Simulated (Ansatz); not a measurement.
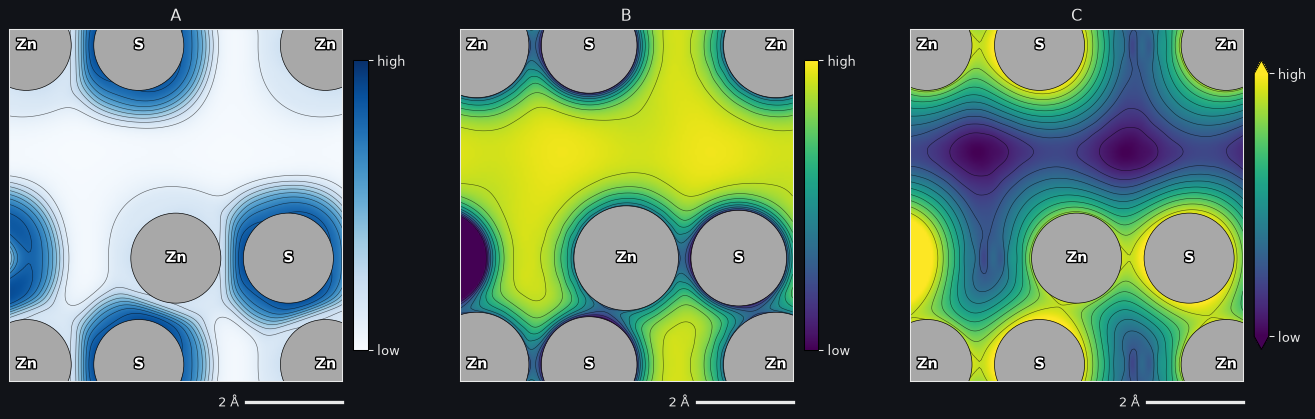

ZnS: 3 fields on the (110) plane of the conventional cell, with unlabelled colour scales. Grey discs cover the atomic cores.

Space group P6₃mc; a structure from a database of computed crystals, not necessarily the ambient phase; changed on purpose from its base cell (strain along c alone, the other axes held, atoms relaxed: -1.0 %).

Computed with Ansatz, DFT PBE, scalar-relativistic, plane waves, PAW.

The calculation's input:

```
crystal:
  lattice:
    - [3.8440669355, 0.0, 0.0]
    - [-1.9220334677, 3.32905962, 0.0]
    - [0.0, 0.0, 6.2415966307]
  atoms:
    - { symbol: Zn, position: [0.3333333333, 0.6666666667, 0.0002666736] }
    - { symbol: Zn, position: [0.6666666667, 0.3333333333, 0.5002666736] }
    - { symbol: S, position: [0.3333333333, 0.6666666667, 0.3747333264] }
    - { symbol: S, position: [0.6666666667, 0.3333333333, 0.8747333264] }
basis:
  ecutwfc: 420
kpoints:
  mp_grid: { grid: [12, 12, 4] }
hamiltonian:
  xc: pbe
scf:
  occupations: { method: gaussian, width: 0.02 }
output:
  forces: true
  stress: true
  eigenvalues: true
  write_density: true
  write_potential: true
  elf: true
  volumetric_format: npy
relax:
  adjacent_minimum: "off"
  f_tol: 0.008
  max_steps: 40
```

Launched as:

```sh
ansatz run input.yaml --threads 1 --pin off --max-ram 2560MiB --backend cpu --events-out ev --progress --plain --runs-dir out
```

Below, planes, directions and counts refer to the conventional cell (a = 3.84 Å, b = 3.84 Å, c = 6.24 Å, α = 90.00°, β = 90.00°, γ = 120.00°).

> The panels show electron localisation function, electrostatic potential energy of an electron and valence pseudo-density in some order. Assign them.

Panel A: electron localisation function. Panel B: electrostatic potential energy of an electron (low next to the atoms, rising into the space between them). Panel C: valence pseudo-density. From the grid: Zn–S (2.35 Å): ρ at the midpoint is about 0.49 e/Å³; the ELF peaks at about 0.90 in the valence shell of S, 0.9 Å from its nucleus, and is about 0.55 at the midpoint.
